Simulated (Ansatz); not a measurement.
# Single-point calculation, with input and output: TiO$_{2}$

- system: TiO$_{2}$ (6 atoms in the cell)
- method: DFT PBE, scalar-relativistic, plane waves, PAW, no spin polarisation (Ansatz 0.2.0)

The structure derives from a Materials Project entry. Figures and captions count atoms from 1; the log counts them from 0 in places.

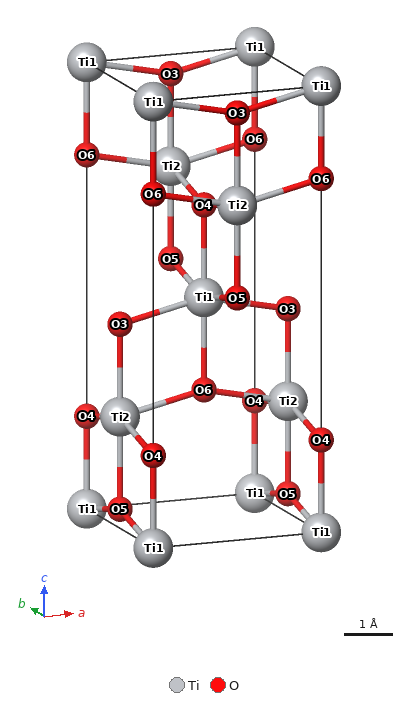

**Figure 1.** The input geometry (ball-and-stick view of the cell 2 times as large as that of the calculation, set on its symmetry axes, seen slightly off an axis; atoms are numbered from 1 in the order of the input). Near neighbours in the crystal (not all of them lie inside the picture): Ti has 6 O at 1.94 to 1.99 Å; O has 3 Ti at 1.94 to 1.99 Å.

Results in brief:

```csv
quantity,value
outcome,converged
space group (tolerance 0.01 Å),I4₁/amd (141)
electrons treated,48
free energy,−7277.4878 eV
Fermi energy,8.254 eV
gap on the k-point mesh,2.19 eV
pressure,3.41 GPa
largest force (length of the vector),0.047 eV/Å
hardware,"8 threads of Arm Neoverse V1, 24 GiB of memory available, shared host"
wall time,1.2 s (CPU time 4.7 s)
peak memory,0.44 GiB
```

Input:
```yaml
crystal:
  lattice:
    - [-1.89126984, 1.89126984, 4.8075107874]
    - [1.89126984, -1.89126984, 4.8075107874]
    - [1.89126984, 1.89126984, -4.8075107874]
  atoms:
    - { symbol: Ti, position: [0.0, 0.0, 0.0] }
    - { symbol: Ti, position: [0.75, 0.25, 0.5] }
    - { symbol: O, position: [0.95715212, 0.45715212, 0.5] }
    - { symbol: O, position: [0.20715212, 0.20715212, 0.0] }
    - { symbol: O, position: [0.54284788, 0.04284788, 0.5] }
    - { symbol: O, position: [0.79284788, 0.79284788, 0.0] }
basis:
  ecutwfc: 420
kpoints:
  mp_grid: { grid: [6, 6, 6] }
hamiltonian:
  xc: pbe
scf:
  occupations: { method: gaussian, width: 0.1 }
output:
  forces: true
  stress: true
  eigenvalues: true
```

Run as:
```bash
ansatz run input.yaml --threads 8 --pin off --max-ram 16384MiB --backend cpu --events-out ev --progress --plain --runs-dir out
```

What the program printed:
```
basis.fft_grid_basis auto: the FFT boxes are laid along the combinations [[1, 0, 1], [0, 1, 1], [0, 0, 1]] of the cell's own vectors, 3.783, 3.783 and 5.501 Å long. The dense box has 27×27×40 points. Along the cell's own vectors, as sized, it would have 40×40×40, 2.19 times as many. Of the 16 symmetry operations that the crystal satisfies within crystal.symmetry.tolerance (time reversal apart; of a slab, those that keep its plane) the dense box along the cell's own vectors carries 16, and the one as laid loses 14 of those. basis.fft_grid_basis: typed keeps the cell's own vectors: state it where this run's energies or levels are differenced outside the engine with another run's, or held beside a run that keeps those vectors.
Engine: ansatz 0.2.0, aarch64-unknown-linux-gnu
Pseudopotentials: kind: paw
Pseudopotential: Ti, paw, valence charge 12, recommended cutoff 420 eV (normal), Ti.paw.azcp
Pseudopotential: O, paw, valence charge 6, recommended cutoff 420 eV (normal), O.paw.azcp
Functional definition: PBE
  parameter kappa = 0.804
  parameter beta = 0.06672455060314922
  exchange = pbe_x(kappa = kappa, mu = beta*pi^2/3)
  correlation = pbe_c(beta = beta)
Crystal: 6 atoms, lattice volume = 68.784 Å³
Basis set: ecut = 420 eV, 1333 PW (Γ), FFT grids on a1+a3, a2+a3, a3, exchange–correlation on 54×54×80 points (8 copies of the dense FFT grid, shifted against one another)
Bands: 30, of which v1, the nominal top of the filled ones, is band 24 counted from 1 (23 counted from 0)
Symmetry: 16 space group operations
Space group: I41/amd (ITA 141), of the structure as read, at distance tolerance 4.1e-5 Å
k-points: 30 of 216
Non-local potential: Ti, projectors of the file, l = 0: 3, l = 1: 2, l = 2: 3, l = 3: 1
Non-local potential: O, projectors of the file, l = 0: 2, l = 1: 2, l = 2: 1
PAW form: soft (Blöchl's): semilocal exchange-correlation on the pseudo side does not see the compensation charge
PAW one-centre angular grid: Ti, 590 points (default); XC on 64 Gauss nodes
PAW one-centre angular grid: O, 110 points (default); XC on 64 Gauss nodes
Initial density: superposition of atomic densities (neutral atoms: chi_scale 0, normalization atom), corrected by the library's trained network
Initial wavefunctions: pseudopotential atomic-orbital guess
Functional: x = pbe(κ = 0.804, μ = 0.2195149727645171), c = pbe(β = 0.06672455060314922)
SCF iter   1: F=—  HF=-7277.486069 eV  |F-HF|=—  |Δ(HF+E_count)|=         —  Δρ=3.37e-3  dr2=2.67e-3  ethr=1.77e-3  ⟨swp⟩=4.5  Hψ=3614  notcnv=0
preconditioner: auto → none  [insulator: Δε(μ)=2.202 eV  Ē_g=9.618 eV  σ=0.100 eV  W_gap=1.00  n_scr=14 (ndim 8)  ℏωp=25.3 eV  f_vac=0.104  D(μ)=0.00/eV (n_scr^D=0)  ε∞_Penn≈7.9]
SCF iter   2: F=—  HF=-7277.487705 eV  |F-HF|=—  |Δ(HF+E_count)|=   1.64e-3  Δρ=2.30e-3  dr2=2.43e-3  ethr=5.55e-6  ⟨swp⟩=2.7  Hψ=1755  notcnv=0
SCF iter   3: F=—  HF=-7277.487768 eV  |F-HF|=—  |Δ(HF+E_count)|=   6.33e-5  Δρ=1.48e-3  dr2=9.92e-4  ethr=5.05e-6  ⟨swp⟩=2.0  Hψ=1324  notcnv=0  defer=1
automatic band count: iteration 3 solves 29 bands in place of 30: the levels show a gap, and the empty bands left out lie too high to hold charge; the band table lists the bands solved (type scf.n_extra_bands for more)
SCF iter   4: F=—  HF=-7277.487910 eV  |F-HF|=—  |Δ(HF+E_count)|=   1.42e-4  Δρ=6.09e-4  dr2=1.53e-4  ethr=2.07e-6  ⟨swp⟩=2.0  Hψ=1024  notcnv=0  defer=1
SCF iter   5: F=—  HF=-7277.487960 eV  |F-HF|=—  |Δ(HF+E_count)|=   5.02e-5  Δρ=1.24e-4  dr2=6.39e-6  ethr=3.18e-7  ⟨swp⟩=2.0  Hψ=1124  notcnv=0
SCF iter   6: F=—  HF=-7277.487787 eV  |F-HF|=—  |Δ(HF+E_count)|=   1.73e-4  Δρ=1.30e-5  dr2=2.67e-8  ethr=2.08e-10  ⟨swp⟩=6.0  Hψ=4333  notcnv=0
SCF iter   7: F=-7277.487787 eV  HF=-7277.487787 eV  |F-HF|=1.42e-9  |Δ(HF+E_count)|=   7.78e-8  Δρ=1.83e-6  dr2=5.91e-10  ethr=5.57e-11  ⟨swp⟩=2.0  Hψ=3033  notcnv=0
SCF 1 converged in 7 iterations: F = -7277.487787 eV  dr2 = 5.91e-10
  greatest PAW one-centre occupation: 0.999 electrons in one spin orbital (limit 2), on the Ti atom at site 1 (counted from 0), in its partial waves of l = 0
```

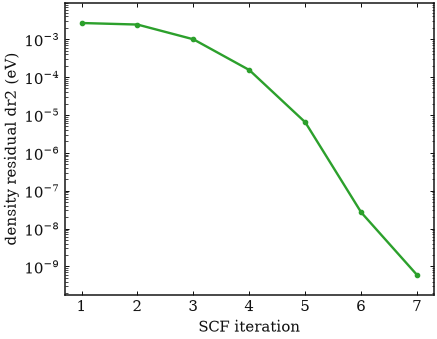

**Figure 2.** Convergence of the self-consistent field: density residual dr2 against the SCF iteration. The residual falls at every step.

```
SCF converged after 7 iterations
Free energy (F): -7277.487787 eV
Harris-Foulkes:  -7277.487787 eV  (|F-HF|=1.42e-9)
Internal energy: -7277.487787 eV  (E = F + TS)
E sigma→0 (E₀):  -7277.487787 eV
Fermi energy:    8.253647 eV
--- Per-component energies (eV) ---
  E_band       = -460.792654
  E_kinetic    = 1247.300594
  E_local      = -3587.100972  (includes V_loc(G=0)·N_el)
  E_nonlocal   = 196.506393
  E_hartree    = 1391.177690
  E_xc         = -492.679150
  E_vxc        = -623.915698  (∫ρ·V_xc dr)
  E_paw        = -2722.127378  (= ΣΔE_a)
  E_vpaw       = -475.949170  (= ΣTr[D̂ρ^β])
  E_aug_tail   = 0.010104  (compensation charges beyond the density's cutoff)
  E_ewald      = -3310.575067
  E_smearing   = -0.000000  (= −TS)
  E_closure    = -0.000000  (closes the sum)
  Σ components = -7277.487787   (vs F -7277.487787, Δ=0.00e0)
--- Forces (eV/Å), atoms counted from 1 ---
  atom   1  Ti     0.00000000     0.00000000     0.00000000
  atom   2  Ti    -0.00000000     0.00000000    -0.00000000
  atom   3  O     -0.00000000    -0.00000000     0.04738839
  atom   4  O      0.00000000     0.00000000     0.04738839
  atom   5  O     -0.00000000    -0.00000000    -0.04738839
  atom   6  O      0.00000000     0.00000000    -0.04738839
  max |Σ_I F_I| component: 6.94e-18 eV/Å
--- Stress (GPa, compression-positive) ---
        3.376808      -0.000000       0.000000
       -0.000000       3.376808      -0.000000
        0.000000      -0.000000       3.483836
  P = ⅓ Tr σ = 3.4125 GPa (34.125 kbar)
--- Band table (eV; the first three rows and the last of 30) ---
  k-point 0: bands = ["-49.1448", "-49.0879", "-25.6094", "-25.3800", "-25.3800", "-25.3127", "-25.3127", "-25.2285", "-10.4197", "-9.3968", "-9.2881", "-8.9268", "3.2701", "3.3997", "3.3997", "3.7827", "5.1685", "5.1685", "5.2167", "6.4200", "6.4233", "6.4233", "6.7566", "6.7566", "9.3457", "10.0469", "11.2329", "11.2329", "11.2431"]
  k-point 1: bands = ["-49.1400", "-49.0907", "-25.6065", "-25.4244", "-25.3958", "-25.3391", "-25.3124", "-25.2231", "-10.1641", "-9.2469", "-9.1796", "-8.8570", "2.9403", "3.1219", "3.2241", "3.8417", "4.7009", "5.2219", "5.3768", "5.7232", "5.8632", "6.0284", "6.5520", "6.9706", "10.1449", "10.2781", "10.4677", "10.9074", "10.9147"]
  k-point 2: bands = ["-49.1275", "-49.0991", "-25.5981", "-25.5072", "-25.4241", "-25.3930", "-25.2989", "-25.2334", "-9.5680", "-8.9956", "-8.9323", "-8.7332", "2.5199", "2.7855", "3.0631", "4.0100", "4.1379", "4.1817", "4.2888", "4.5827", "5.1949", "6.2886", "6.6106", "7.1046", "10.2302", "10.5075", "10.6803", "10.9862", "11.5163"]
  k-point 29: bands = ["-49.1164", "-49.1164", "-25.4222", "-25.4222", "-25.4022", "-25.4022", "-25.2902", "-25.2902", "-9.8527", "-9.8527", "-9.1862", "-9.1862", "3.4822", "3.4822", "3.5257", "3.5257", "5.1888", "5.1888", "5.8612", "5.8612", "5.9548", "5.9548", "7.0947", "7.0947", "9.6845", "9.6845", "10.9780", "10.9780", "11.5090"]
```

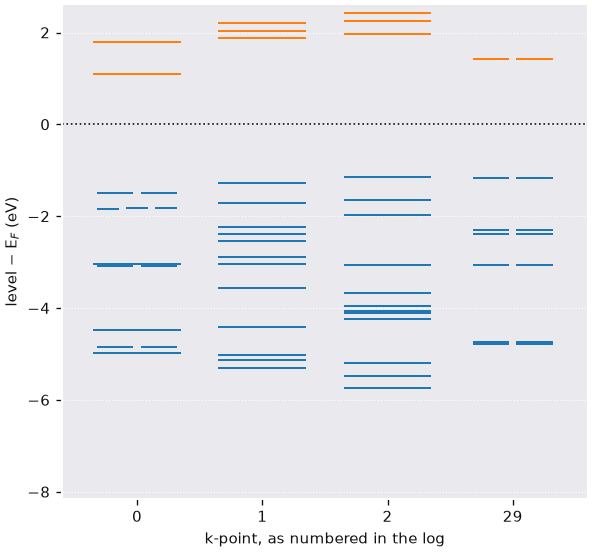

**Figure 3.** Kohn–Sham levels near the Fermi level (dotted) at the few k-points that the log prints; levels within 0.02 eV of each other stand side by side. Among these points the highest filled and lowest empty levels are 2.24 eV apart; the gap on the full mesh, 2.19 eV, has an edge at a point that isn't printed.
